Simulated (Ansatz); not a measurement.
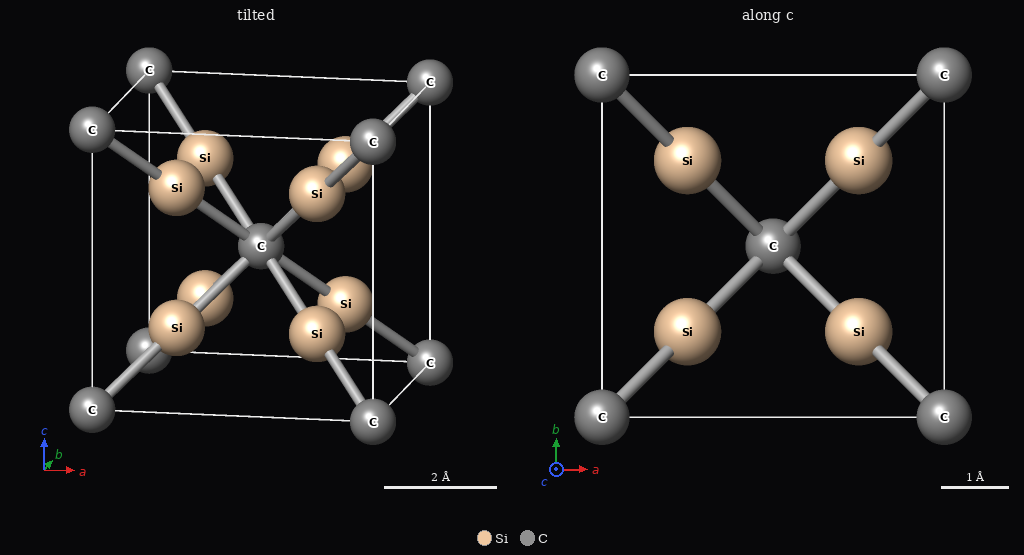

An orthographic ball-and-stick view of the structure, slightly off an axis and along the c axis. Lines trace the edges of the conventional unit cell. Cell: a = 5.16 Å, b = 5.16 Å, c = 5.16 Å, α = 90.00°, β = 90.00°, γ = 90.00°.

Provenance: a structure type filled with these elements by a generator (whether the compound takes this form wasn't checked). Earlier steps of the study may have refined or changed the cell and positions. An electronic-structure calculation with Ansatz was run on it.

**Give a description of the structure.**

Formula: Si₄C. Space group Im-3m (No. 229), lattice body-centred cubic. Atoms per cell: 10 (8 Si, 2 C). The neighbours of Si are two C in a linear arrangement at about 2.2 Å. Around each C lie eight Si in a cubic arrangement at about 2.2 Å. The bonds build a three-dimensional framework.

Setup: DFT PBE, scalar-relativistic, plane waves, PAW (Ansatz); a cutoff energy of 420 eV, k-points about 0.17 Å⁻¹ apart, Gaussian smearing of 0.1 eV, no spin polarisation.

**What does the calculation say: metal or gapped?**

A metal: bands cross the Fermi level.

**How are the electrons shared out in a Bader analysis?**

Si +0.42 e; C -1.68 e.

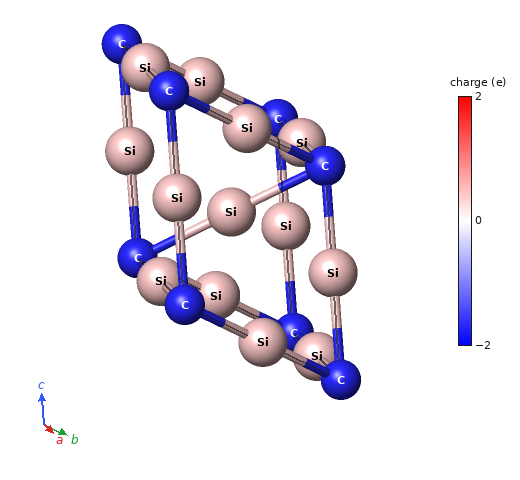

The atoms coloured by those charges. The run's cell of 5 atoms is drawn, so axes and origin can differ from the first picture.

**Can this geometry be taken as optimised?**

Yes. All forces vanish to within 0.01 eV/Å. The pressure is 0.0 GPa, close to zero.
